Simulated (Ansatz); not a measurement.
```
Co O
1.0
     2.97524    0.00000    0.00000
     0.00000    2.97524    0.00000
     0.00000    0.00000    4.15754
Co O
2 2
Direct
  0.00000 0.00000 0.00000
  0.50000 0.50000 0.50000
  0.00000 0.00000 0.50000
  0.50000 0.50000 0.00000
```

Space group I4/mmm; computed pressure about −13 GPa in this cell; spin-polarised.

All numbers below come from Ansatz, Kohn-Sham DFT of a periodic cell, LDA, Ansatz PAW.

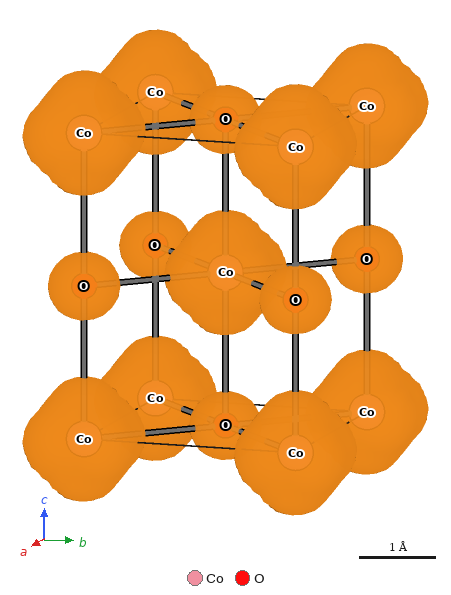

CoO. Isosurfaces of the spin density at +0.2 (orange) and −0.2 e/Å³ (purple), seen slightly off an axis. Sticks mark near contacts.

In a PAW calculation such maps are meaningful between the atoms, not at the nuclei.

> Describe the spin distribution.

The spin density sits on Co: +2.2 μB (×2) in one cell of 4 atoms, with smaller moments on other sites: O (up to +0.28 μB): parallel moments, as they must be, since the calculation's own cell holds one magnetic site. The cell of the calculation (2 atoms) carries 2.6 μB of net spin moment. Only one sign reaches the isovalue.
